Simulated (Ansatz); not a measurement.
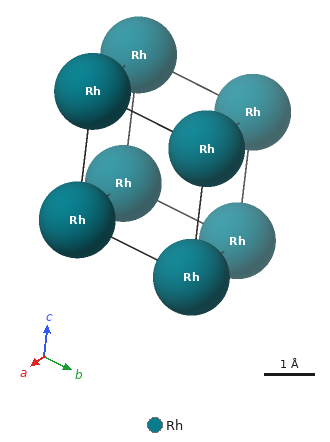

*The structure as given in the input (spheres-only view of the reduced cell, seen slightly off an axis). An atom can appear more than once, as a periodic image.*

# Single-point calculation of Rh

Rh (1 atom in the cell), computed with DFT PBEsol, scalar-relativistic, plane waves, PAW, no spin polarisation (Ansatz 0.2.0).

The structure derives from an entry of the Crystallography Open Database. It belongs to a series of runs on one base structure; here: ratio of the length along z to the lengths across it x 0.707, volume and fractional coordinates fixed.

**The input**
```yaml
crystal:
  lattice:
    - [0.0, 2.1345251593, 1.5091092876]
    - [2.1345251593, 0.0, 1.5091092876]
    - [2.1345251593, 2.1345251593, 0.0]
  atoms:
    - { symbol: Rh, position: [0.0, 0.0, 0.0] }
basis:
  ecutwfc: 420
kpoints:
  mp_grid: { grid: [24, 24, 24] }
hamiltonian:
  xc: pbesol
scf:
  occupations: { method: gaussian, width: 0.15 }
output:
  forces: true
  stress: true
  eigenvalues: true
  write_density: true
  write_potential: true
  elf: true
  volumetric_format: npy
```

Command:
```bash
ansatz run input.yaml --threads 1 --pin off --max-ram 2560MiB --backend cpu --events-out ev --progress --plain --runs-dir out
```

**The program's output**
```
Engine: ansatz 0.2.0, x86_64-unknown-linux-gnu
Pseudopotentials: kind: paw
Pseudopotential: Rh, paw, valence charge 17, recommended cutoff 420 eV (normal), Rh.paw.azcp
Functional definition: PBEsol
  exchange = pbesol_x
  correlation = pbesol_c
Crystal: 1 atoms, lattice volume = 13.752 Å³
Basis set: ecut = 420 eV, 249 PW (Γ), exchange–correlation on 36×36×48 points (8 copies of the dense FFT grid, shifted against one another)
Bands: 13, of which v1, the nominal top of the filled ones, is band 9 counted from 1 (8 counted from 0)
Symmetry: 16 space group operations
Space group: I4/mmm (ITA 139), of the structure as read, at distance tolerance 2.4e-5 Å
k-points: 1063 of 13824
Non-local potential: Rh, projectors of the file, l = 0: 3, l = 1: 2, l = 2: 2, l = 3: 1
PAW form: soft (Blöchl's): semilocal exchange-correlation on the pseudo side does not see the compensation charge
PAW frozen core: Rh, regenerated for the run's functional, and the local potential with it (the file was generated under x = pbe(κ = 0.804, μ = 0.2195149727645171), c = pbe(β = 0.06672455060314922))
PAW one-centre angular grid: Rh, 590 points (default); XC on 64 Gauss nodes
Initial density: superposition of atomic densities (neutral atoms: chi_scale 0, normalization atom), corrected by the library's trained network
Initial wavefunctions: pseudopotential atomic-orbital guess
Functional: x = pbesol(κ = 0.804, μ = 0.12345679012345678), c = pbesol(β = 0.046)
SCF iter   1: F=—  HF=-6338.370310 eV  |F-HF|=—  |Δ(HF+E_count)|=         —  Δρ=1.00e-2  dr2=1.04e-2  ethr=1.77e-3  ⟨swp⟩=4.7  Hψ=73992  notcnv=0
preconditioner: auto → none  [metal: Δε(μ)=0.000 eV  Ē_g=13.883 eV  σ=0.150 eV  W_gap=0.00  n_scr=0 (ndim 8)  ℏωp=30.0 eV  f_vac=0.000  D(μ)=2.63/eV (n_scr^D=42)]
SCF iter   2: F=—  HF=-6338.367622 eV  |F-HF|=—  |Δ(HF+E_count)|=   2.69e-3  Δρ=3.77e-3  dr2=1.05e-3  ethr=6.14e-5  ⟨swp⟩=2.6  Hψ=29086  notcnv=0
SCF iter   3: F=—  HF=-6338.367339 eV  |F-HF|=—  |Δ(HF+E_count)|=   2.83e-4  Δρ=1.56e-3  dr2=6.39e-5  ethr=6.17e-6  ⟨swp⟩=2.3  Hψ=19828  notcnv=0
SCF iter   4: F=—  HF=-6338.367347 eV  |F-HF|=—  |Δ(HF+E_count)|=   8.28e-6  Δρ=1.00e-4  dr2=4.36e-7  ethr=3.76e-7  ⟨swp⟩=2.0  Hψ=22660  notcnv=0
iter 5 did not close the SCF: its close was put off for the readings that it lacked (scf_convergence_deferred on its scf_iter line)
SCF iter   5: F=-6338.367347 eV  HF=-6338.367347 eV  |F-HF|=1.74e-8  |Δ(HF+E_count)|=   5.63e-8  Δρ=3.12e-5  dr2=3.82e-8  ethr=2.57e-9  ⟨swp⟩=2.3  Hψ=22508  notcnv=0
SCF iter   6: F=-6338.367347 eV  HF=-6338.367347 eV  |F-HF|=1.07e-9  |Δ(HF+E_count)|=   8.39e-9  Δρ=7.60e-6  dr2=2.00e-9  ethr=2.24e-10  ⟨swp⟩=6.3  Hψ=72142  notcnv=0
SCF 1 converged in 6 iterations: F = -6338.367347 eV  dr2 = 2.00e-9
  greatest PAW one-centre occupation: 1.000 electrons in one spin orbital (limit 2), on the Rh atom at site 0 (counted from 0), in its partial waves of l = 0
```

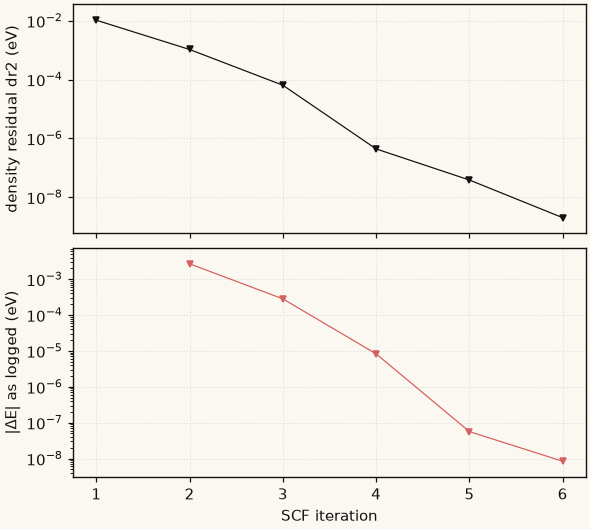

*Convergence of the self-consistent field: density residual dr2 and size of the energy change against the SCF iteration.*

The residual falls at every step.

```
SCF converged after 6 iterations
Free energy (F): -6338.367347 eV
Harris-Foulkes:  -6338.367347 eV  (|F-HF|=1.07e-9)
Internal energy: -6338.338085 eV  (E = F + TS)
E sigma→0 (E₀):  -6338.352716 eV
Entropy (-TS):   -0.029263 eV (-29.263 meV/atom)
Fermi energy:    22.069854 eV
--- Per-component energies (eV) ---
  E_band       = -85.306435
  E_kinetic    = 574.147028
  E_local      = -1566.954728  (includes V_loc(G=0)·N_el)
  E_nonlocal   = 357.652592
  E_hartree    = 550.093104
  E_xc         = -220.542648
  E_vxc        = -277.872850  (∫ρ·V_xc dr)
  E_paw        = -3524.388919  (= ΣΔE_a)
  E_vpaw       = -272.466550  (= ΣTr[D̂ρ^β])
  E_aug_tail   = 0.000839  (compensation charges beyond the density's cutoff)
  E_ewald      = -2508.621553
  E_core_change = 0.276200  (= ΣΔE_core)
  E_smearing   = -0.029263  (= −TS)
  E_closure    = 0.000000  (closes the sum)
  Σ components = -6338.367347   (vs F -6338.367347, Δ=0.00e0)
--- Forces (eV/Å), atoms counted from 1 ---
  atom   1  Rh     0.00000000     0.00000000     0.00000000
  max |Σ_I F_I| component: 4.93e-32 eV/Å
--- Stress (GPa, compression-positive) ---
        2.943407       0.000000       0.000000
        0.000000       2.943407       0.000000
        0.000000       0.000000       2.889615
  P = ⅓ Tr σ = 2.9255 GPa (29.255 kbar)
--- Band table (eV; the first three rows and the last of 1063) ---
  k-point 0: bands = ["-56.4118", "-23.9030", "-23.9027", "-23.9027", "14.1931", "19.0714", "19.0726", "19.0726", "21.6037", "21.6057", "40.2499", "40.2499", "40.2530"]
  k-point 1: bands = ["-56.4097", "-23.9162", "-23.9071", "-23.9028", "14.2677", "19.0411", "19.0723", "19.1322", "21.5649", "21.6063", "40.2854", "40.2989", "40.3562"]
  k-point 2: bands = ["-56.4035", "-23.9552", "-23.9200", "-23.9029", "14.4866", "18.9515", "19.0690", "19.3111", "21.4585", "21.6131", "40.3629", "40.3996", "40.6696"]
  k-point 1062: bands = ["-56.1960", "-24.4442", "-24.4441", "-24.4441", "16.0557", "16.0558", "23.2041", "23.2041", "23.2046", "31.5350", "31.5350", "31.5397", "41.4117"]
```

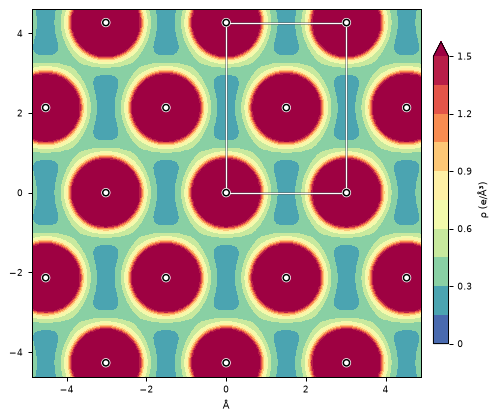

*Valence charge density (pseudo) on the (011̄) plane of the conventional cell. Circles mark the nuclei in the plane (Rh).*

Atoms in the plane: Rh. Rh–Rh (2.61 Å): ρ is about 0.4 e/Å³ halfway. Away from the nuclei the density in this plane falls to 0.24 e/Å³ at its lowest. The fields are those of the smooth PAW valence density.

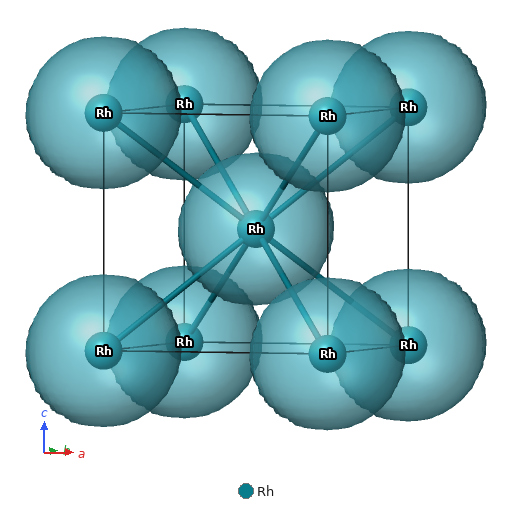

*Isosurface of the valence charge density (pseudo) at 0.8 e/Å³ (cyan), seen at an oblique angle. Sticks mark near contacts. The outline is the cell set on symmetry axes.*

At this value the density breaks into separate islands; it holds about 80 % of the electrons treated as valence (semicore included). It is pinched off along the Rh–Rh (2.61 Å) contacts. On the grid the lowest density along these lines, outside the cores, is 0.4 e/Å³ (Rh–Rh, 2.61 Å).

**Key numbers**

- outcome: converged
- space group (tolerance 0.01 Å): Im-3m (229)
- electrons treated: 17
- free energy: −6338.3673 eV
- Fermi energy: 22.070 eV
- gap on the k-point mesh: none (metallic)
- pressure: 2.93 GPa
- largest force (length of the vector): under 0.001 eV/Å
- hardware: 1 thread of Intel Xeon (Sapphire Rapids), 32 GiB of memory available, shared host
- wall time: 9.6 s
- peak memory: 0.49 GiB
